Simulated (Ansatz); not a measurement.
Ga2O

```
Ga O
1.0
     5.96167    0.00000    0.00000
     0.00000    5.96167    0.00000
     0.00000    0.00000    5.96167
Ga O
8 4
Direct
  0.25000 0.25000 0.25000
  0.75000 0.75000 0.25000
  0.75000 0.25000 0.75000
  0.25000 0.75000 0.75000
  0.75000 0.25000 0.25000
  0.25000 0.75000 0.25000
  0.25000 0.25000 0.75000
  0.75000 0.75000 0.75000
  0.00000 0.00000 0.00000
  0.50000 0.50000 0.00000
  0.50000 0.00000 0.50000
  0.00000 0.50000 0.50000
```

Space group Fm-3m.

Level of theory: DFT PBE, scalar-relativistic, plane waves, PAW (Ansatz 0.2.0).

Core electrons are frozen (PAW), and the valence fields are smoothed inside the atomic spheres.

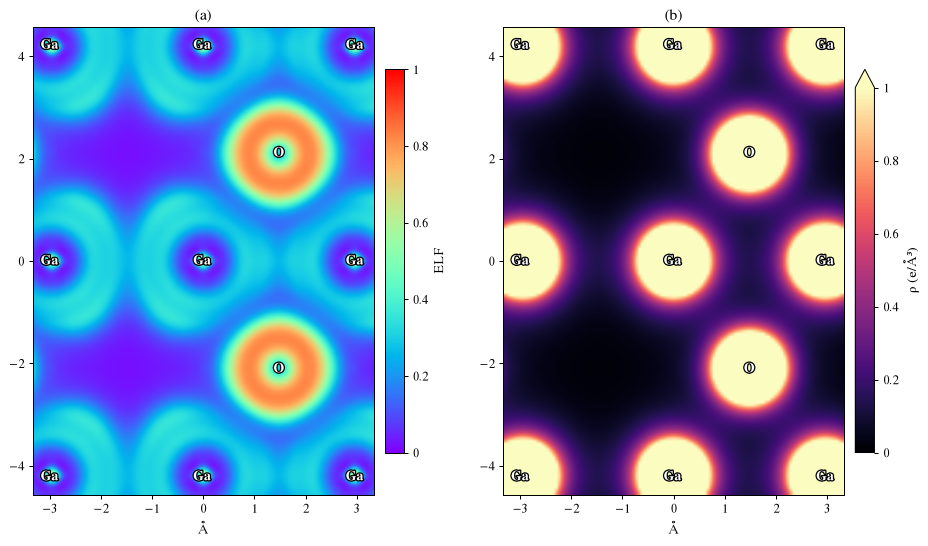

Figure 1. (a) electron localisation function; (b) valence electron density on the (011) plane of the conventional cell.

**Interpret the plot.**

The plane passes through Ga and O nuclei. Ga–O (2.58 Å): ρ at the midpoint is about 0.2 e/Å³; the ELF is about 0.20 at the midpoint; no localised pair shows between them. Between the atoms the lowest density in this plane is 0.02 e/Å³. The features right at Ga lie inside the PAW spheres, where the map follows smoothed inner orbitals and isn't to be read closely.

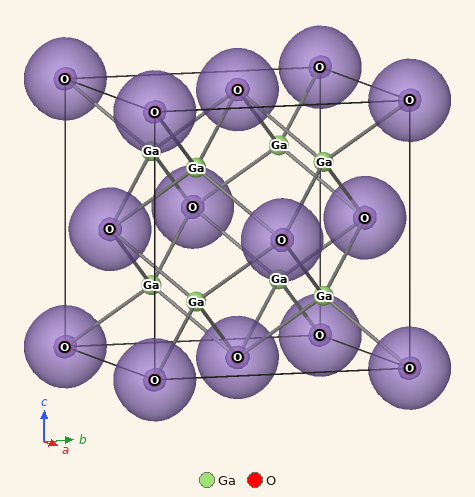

Figure 2. Isosurface of the ELF at 0.6 (purple), seen slightly off an axis. Only the valence region is drawn (cores and ρ < 0.01 e/Å³ removed). Sticks mark near contacts.

**Identify the bonds, lone pairs and shells in this picture.**

At this value the surface marks out four regions wrapped around O (the valence shell of each), counted in one cell of 12 atoms. Regions shared between cells count once.

**Does the calculation give a band gap?**

It is gapless in this calculation (a metal or semimetal).
